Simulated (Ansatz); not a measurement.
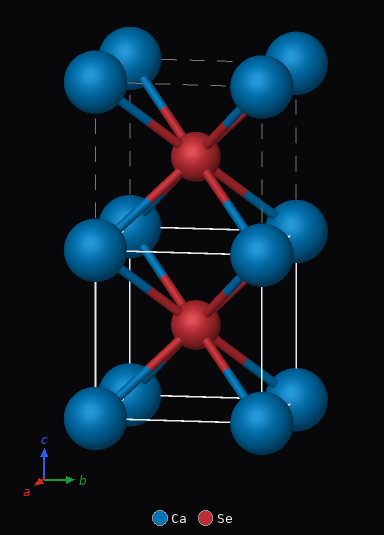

Structure drawing (ball-and-stick), viewed slightly off an axis. The structure is repeated 1×1×2 times; solid lines mark one conventional unit cell.

CaSe, space group Pm-3m (No. 221), a = 3.63 Å, b = 3.63 Å, c = 3.63 Å, α = 90.00°, β = 90.00°, γ = 90.00°.

Electronic-structure method: DFT, dielectric-dependent PBE0 (fraction 1/eps_inf of PBE), plane waves, PAW in Ansatz 0.2.0. Parameters: 420 eV cutoff, a 6×6×6 sampling of the Brillouin zone, no spin polarisation.

Predict the gap.

A semiconductor at this level, with a gap of 1.52 eV, direct.

What is the computed pressure?

The computed pressure is 0.4 GPa (compressed: it would expand).

Starting structure: a structure type filled with these elements by a generator (whether the compound takes this form wasn't checked). Earlier steps of the study may have refined or changed the cell and positions. A calculation with Ansatz used it as input.
